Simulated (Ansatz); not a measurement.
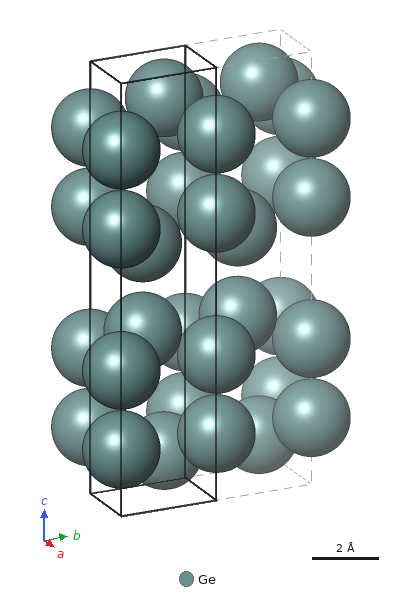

Space-filling representation of a periodic structure, projected slightly off an axis. Solid lines give the conventional unit cell, repeated here 1×2×1 times.

Ge, space group P-6m2 (No. 187), a = 4.00 Å, b = 4.00 Å, c = 13.40 Å, α = 90.00°, β = 90.00°, γ = 120.00°.

Level of theory and settings: Ansatz 0.2.0, DFT r2SCAN, scalar-relativistic, plane waves, PAW, plane-wave cutoff 500 eV, k-points about 0.18 Å⁻¹ apart, Gaussian smearing of 0.03 eV, no spin polarisation.

> Does it come out as a metal, or with a gap?

A semiconductor at this level, with a gap of 0.15 eV on the k-mesh (the true edges may lie between mesh points, so the gap can be somewhat smaller).

> Under what pressure is the structure?

The computed pressure is -0.9 GPa (stretched: it would shrink). The stress isn't hydrostatic: its largest component is 2.8 GPa.

The initial geometry was a structure listed in the Materials Project. The cell was then strained or its atoms displaced on purpose. A calculation with Ansatz used it as input.

At this level of theory the run's own cell isn't at rest (forces up to 1.0 eV/Å), so its distances can differ from those at equilibrium, the more so the softer the solid.
